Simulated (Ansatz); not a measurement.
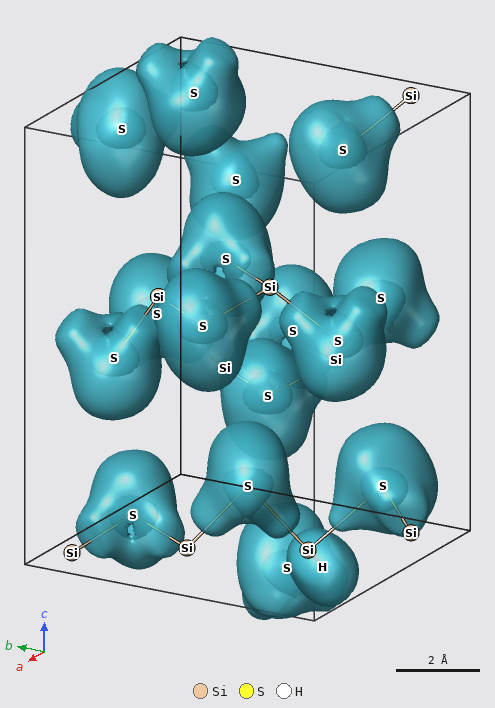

Figure. Si8HS16 (cell charge −1, with a compensating background) (cell with a defect). Isosurface of the ELF at 0.7 (cyan), seen at an oblique angle. Core shells and regions of very low density are left out. Sticks mark near contacts.

These are results of DFT PBE, scalar-relativistic, plane waves, PAW in Ansatz, not measurements.

Core electrons are frozen (PAW), and the valence fields are smoothed inside the atomic spheres.

Where are the electrons localised?

The ELF exceeds this value in one region around a hydrogen nucleus and 16 regions on S in which the atom's valence shell and bonds are merged, counted in one cell of 25 atoms. Regions shared between cells count once. Along the contacts the grid gives the following. Si–H (1.48 Å): the ELF is about 1 at the midpoint; an ordinary covalent bond to hydrogen. Si–S (2.08 Å): the ELF peaks at about 0.90 between the atoms; a shared electron pair.

Does the calculation make it a metal, or give it a gap?

It is gapped, with a Kohn–Sham gap of 2.3 eV on the k-point mesh, an upper bound to the gap of this method.
